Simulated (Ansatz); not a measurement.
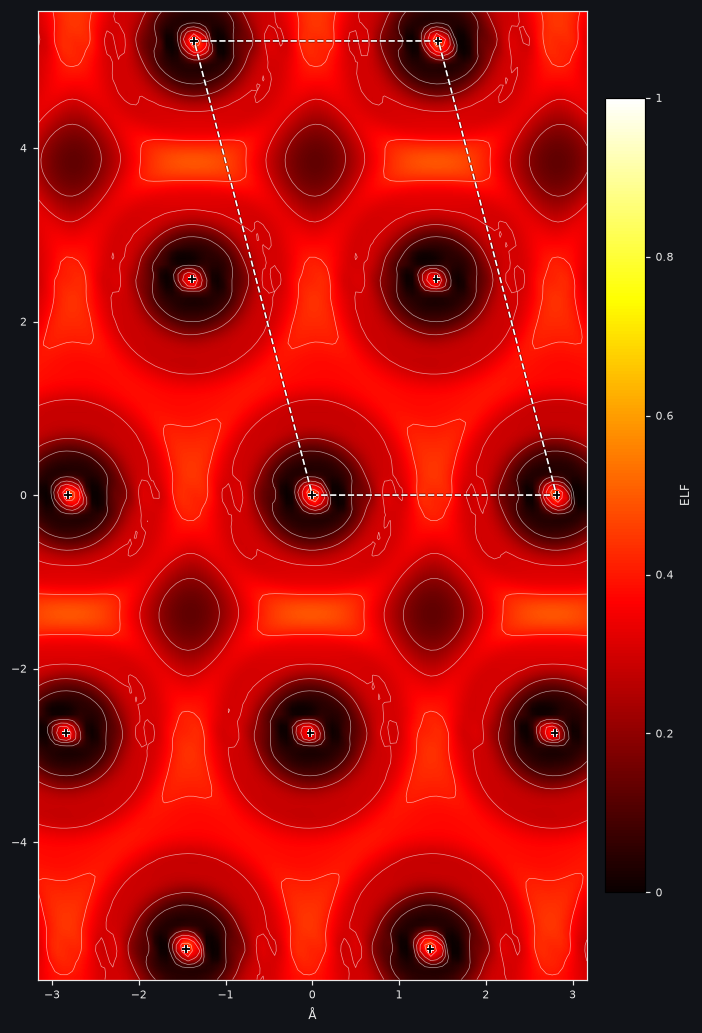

The electron localisation function on a plane through atoms (crosses mark nuclei in the plane).

Method: Ansatz 0.2.0, Kohn-Sham DFT of a periodic cell, PBEsol, Ansatz PAW.

Candidates:
A. Ni, a = 2.45 Å, b = 2.45 Å, c = 4.07 Å, α = 90.00°, β = 90.00°, γ = 120.00°. Space group P6₃/mmc; a structure from a database of computed crystals, not necessarily the ambient phase; computed pressure about −3 GPa in this cell; spin-polarised.
B. CoSi2, a = 5.25 Å, b = 5.25 Å, c = 5.25 Å, α = 90.00°, β = 90.00°, γ = 90.00°. Space group Fm-3m; computed pressure about 8 GPa in this cell; the program warned that a starting moment wasn't kept; spin-polarised, but the moments vanished.
C. Ga, a = 2.81 Å, b = 3.32 Å, c = 4.27 Å, α = 90.00°, β = 108.61°, γ = 90.00°. Space group P2₁/m; a structure from a database of computed crystals, not necessarily the ambient phase; computed pressure about −3 GPa in this cell.

Q: Which system is this?

A: Candidate C: Ga on the (011̄) plane of the conventional cell, which holds Ga. Ga–Ga (2.75 Å): the ELF is about 0.50 at the midpoint. Ga–Ga (2.81 Å): the ELF is about 0.40 at the midpoint.
